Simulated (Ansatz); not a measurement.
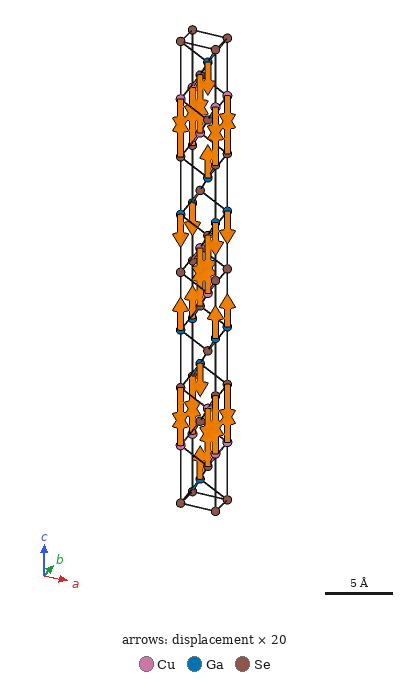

A relaxation of solid GaCuSe2 (a generated structure, set up in R-3m). The starting structure is drawn; orange arrows show the displacements (the part carried along by the change of the cell is left out), magnified 20 times.

Style: ball-and-stick. Shown: the conventional cell (3 times the calculation's cell), slightly off an axis. Lengths and directions refer to the drawn axes.

The calculation used Ansatz, DFT, PBEsol, plane waves, PAW.

Input
```yaml
crystal:
  lattice:
    - [1.8214869158, 1.0516359612, 11.8979027116]
    - [-1.8214869158, 1.0516359612, 11.8979027116]
    - [0.0, -2.1032719223, 11.8979027116]
  atoms:
    - { symbol: Cu, position: [0.875, 0.875, 0.875] }
    - { symbol: Cu, position: [0.125, 0.125, 0.125] }
    - { symbol: Ga, position: [0.375, 0.375, 0.375] }
    - { symbol: Ga, position: [0.625, 0.625, 0.625] }
    - { symbol: Se, position: [0.5, 0.5, 0.5] }
    - { symbol: Se, position: [0.75, 0.75, 0.75] }
    - { symbol: Se, position: [1.0, 0.0, 0.0] }
    - { symbol: Se, position: [0.25, 0.25, 0.25] }
kpoints:
  mp_grid: { grid: [6, 6, 6] }
hamiltonian:
  xc: pbesol
scf:
  occupations: { method: fermi_dirac, width: 0.03 }
relax:
  f_tol: 0.01
  cell: {}
  max_steps: 120
```

Run as
```bash
ansatz run input.yaml --threads 4 --pin off --max-ram 4608MiB --backend cpu --events-out ev --progress --plain --runs-dir out
```

**Describe the change and its energy.**

The largest moves relative to the cell, 0.16 Å, are those of Se6 and Se8. Se6 goes along +c. Largest moves by element: Se 0.16 Å, Ga 0.13 Å, Cu 0.13 Å. The drawn cell changes as follows: a = b 3.643 → 3.681 Å (+1.1 %), c 35.694 → 36.403 Å (+2.0 %); the volume changes by +4.1 %. Among the contacts that change: Ga3–Se7 2.576 → 2.689 Å, Ga3–Se6 2.576 → 2.626 Å, Cu1–Se5 2.576 → 2.539 Å, Cu1–Se8 2.576 → 2.595 Å. Bond angles that change, for instance: Se7–Ga4–Se7 90.0° → 86.4°, Ga3–Se7–Ga4 90.0° → 93.6°, Ga3–Se7–Ga3 90.0° → 86.4°. The space group stays R-3m (No. 166). After 5 accepted moves (6 points after the start) the energy has fallen by 34.8 meV per atom. The largest force component goes from 0.73 to 0.009 eV/Å. Pressure: 4.23 GPa at the start and 0.01 GPa at the end. At 1 point the geometry stayed and the basis and grid were re-selected for the new cell (energy shift of 0.2 meV per atom at most each time). Cost: 54 s on 4 threads of Intel(R) Xeon(R) Platinum 8259CL CPU @ 2.50GHz (Skylake/Cascade Lake), with other jobs on the host, peak memory 0.83 GiB.
